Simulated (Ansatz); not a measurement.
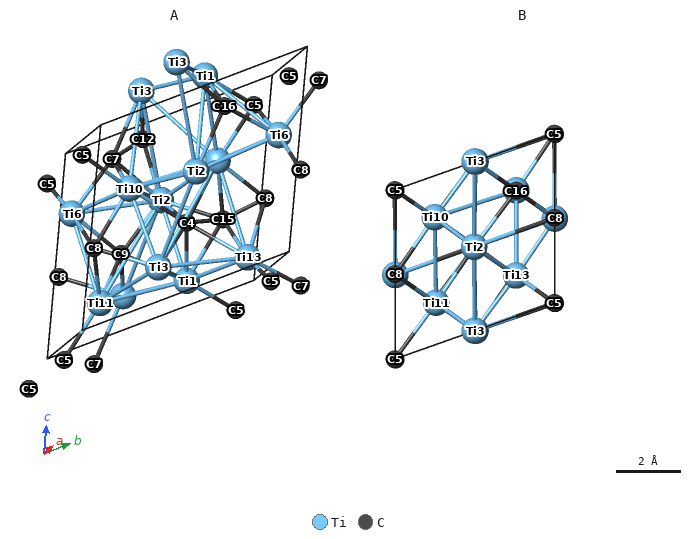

Two geometries of a crystal of TiC (a generated structure, set up in P1) (coarse preliminary run), drawn at one scale. One is the start of a relaxation, the other its converged end. Style: ball-and-stick. Shown: the cell of the calculation, reduced to other axes, along the a axis. Lengths and directions refer to the drawn axes.

Theory: DFT PBE, scalar-relativistic, plane waves, PAW (Ansatz 0.2.0). Settings: plane-wave cutoff 420 eV; k-point mesh 3 × 3 × 3; occupations gaussian; smearing width 0.1 eV; no spin polarisation; cell and atoms relaxed; force threshold 0.04 eV/Å; at most 50 steps.

Q: Which one is relaxed?

A: Structure A is the relaxed one. Case: C and Ti exchanged on 4 pairs of sites drawn at random in a supercell of the crystal. The atom that moves furthest relative to the cell is a Ti atom (1.53 Å along [1 −1 −1]). Largest moves by element: Ti 1.53 Å, C 1.47 Å. Cell: a 6.128 → 5.412 Å (−11.7 %), b 6.128 → 7.896 Å (+28.9 %), c 6.128 → 7.296 Å (+19.1 %), α 60.0° → 55.8°, β 60.0° → 52.3°, γ 60.0° → 47.1°. Volume +7.6 %. Near-neighbour distances that change, for instance: Ti–Ti 5.311 → 2.962 Å, Ti–Ti 2.157 → 4.392 Å, Ti–Ti 2.162 → 4.353 Å, C–Ti 4.321 → 2.266 Å. New bonds form, among them: C–C (2.12 → 1.48 Å), C–C (2.17 → 1.54 Å), C–C (2.18 → 1.53 Å), C–C (3.12 → 1.49 Å). Bonds break, among them: C–Ti (2.15 → 3.78 Å), C–Ti (2.18 → 3.27 Å), Ti–Ti (2.16 → 4.35 Å), Ti–Ti (2.16 → 4.39 Å). Among the angles between lasting bonds that change: Ti–C–Ti 89.5° → 139.1°, Ti–C–Ti 91.3° → 136.7°, Ti–C–Ti 179.3° → 135.2°. The space group stays P1 (No. 1). The energy falls by 2115 meV per atom in 27 accepted moves (31 points after the start). The largest force component goes from 4.6 to 0.015 eV/Å. The pressure goes from 20.87 to 0.02 GPa. The line search rejected the trial steps at points 18, 22 of the run. The SCF was repeated twice at an unchanged geometry on a basis and grid sized afresh for the cell, which shifted the energy by 52.0 meV per atom at most. Cost: 5.9 min on 4 threads of Intel(R) Xeon(R) Processor @ 2.50GHz (Skylake/Cascade Lake), on a shared host, peak memory 0.72 GiB.
